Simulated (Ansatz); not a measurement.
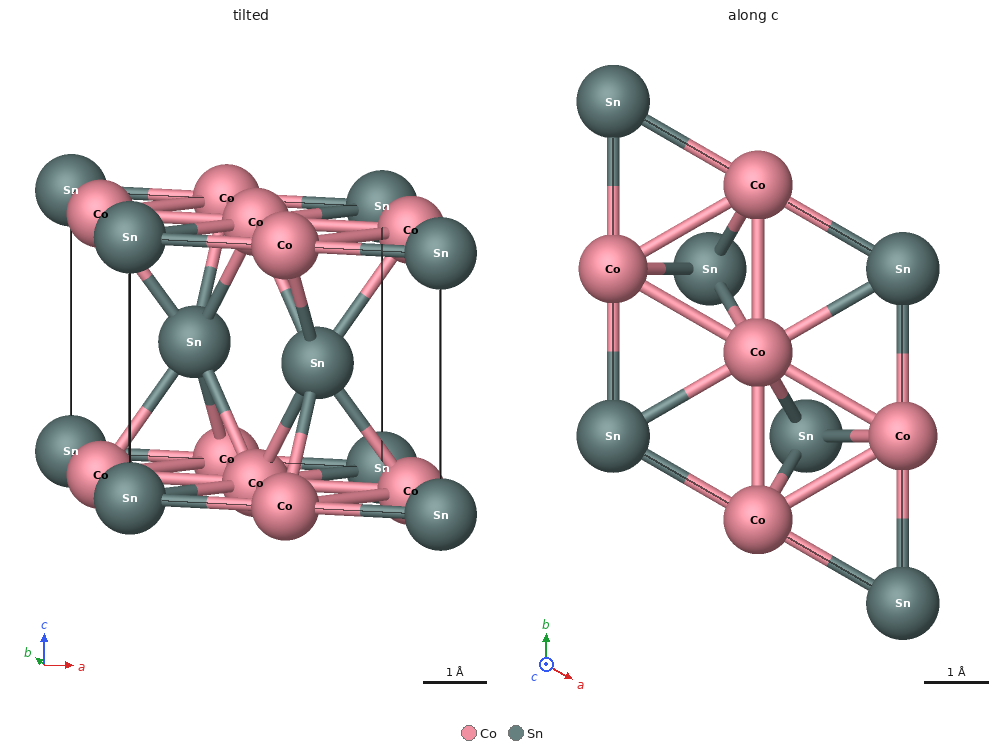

Ball-and-stick drawing of the structure, looking slightly off an axis and along the c axis. The frame is the conventional unit cell; atoms at its boundary are shown with their periodic copies. Cell: a = 5.30 Å, b = 5.30 Å, c = 4.23 Å, α = 90.00°, β = 90.00°, γ = 120.00°.

The structure comes from a structure listed in the Materials Project. Earlier steps of the study may have refined or changed the cell and positions. It was run through Ansatz as a DFT input.

What is this?

Answer. Formula: CoSn. It is primitive hexagonal, space group P6/mmm (No. 191). Atoms per cell: 6 (3 Co, 3 Sn). Every Co atom has six Sn and four Co (about 2.6 Å to Sn, 2.6 Å to Co) as neighbours. The coordination shell of Sn holds six Co at about 2.6 Å. Not all metal-metal contacts are counted. The bonds build a three-dimensional framework.

Level of theory and settings: DFT PBE, scalar-relativistic, plane waves, PAW in Ansatz, a cutoff energy of 420 eV, k-points on a 12×12×10 grid, Gaussian smearing of 0.1 eV, no spin polarisation (a spin-restricted run, not always the ground state).

Does it come out as a metal, or with a gap?

Answer. A metal: bands cross the Fermi level.

State the Bader charges by element.

Answer. Co -0.32 e; Sn +0.28 to +0.39 e.

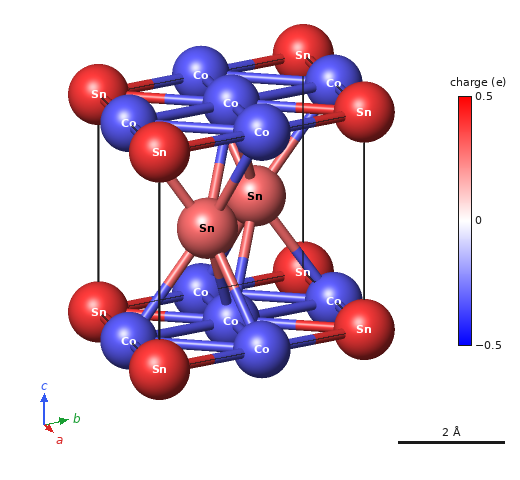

The atoms coloured by those charges. The run's cell of 6 atoms is drawn.

Is this the optimised geometry for these settings?

Answer. Yes. All forces vanish to within 0.01 eV/Å. The pressure is 0.0 GPa, close to zero.
